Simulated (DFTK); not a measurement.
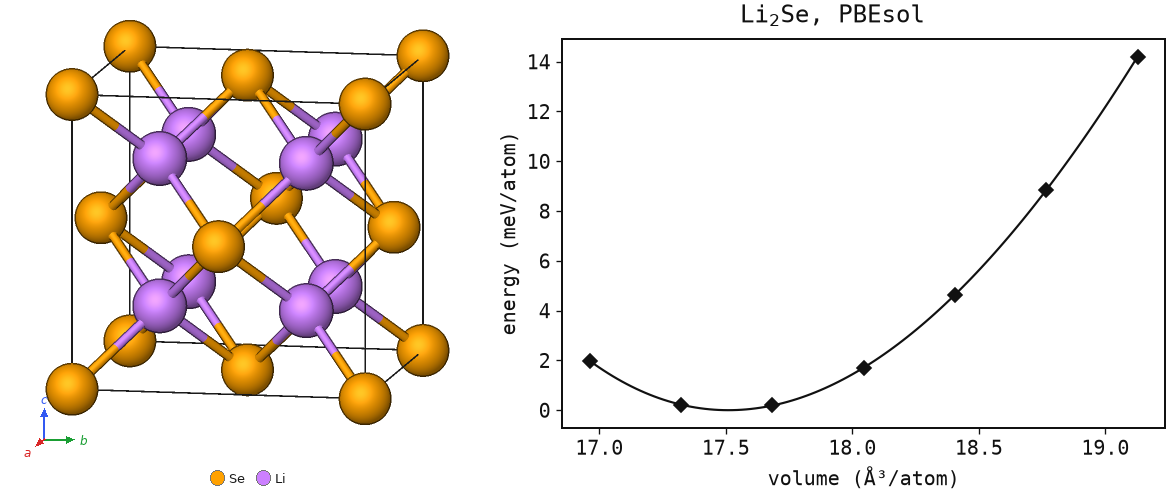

Caption: Energy against volume for Li₂Se, space group Fm-3m (No. 225). The conventional cell is drawn beside the plot.

A third-order Birch–Murnaghan fit gives V0 = 17.51 Å³/atom, B0 = 35.2 GPa and B′ = 3.9. The energy is 1.98 meV/atom at volume 16.96 Å³/atom and 14.20 meV/atom at 19.13 Å³/atom; the lowest computed point is at volume 17.68 Å³/atom (0.19 meV/atom).

Calculation (DFTK 0.8.2): plane-wave DFT, no spin polarisation; energies at scaled volumes of the given cell, shape and fractions fixed, counted from the fit's minimum, third-order Birch-Murnaghan fit. Level: PBEsol.

k mesh 8×8×8; occupations Fermi–Dirac; smearing width 0.05 eV; potentials dojo.nc.sr.pbesol.v0_4_1.standard; wave cutoff 1170 eV.

Cell as given: a = 4.246 Å, b = 4.246 Å, c = 4.246 Å, α = 60.00°, β = 60.00°, γ = 60.00°; 3 atoms.
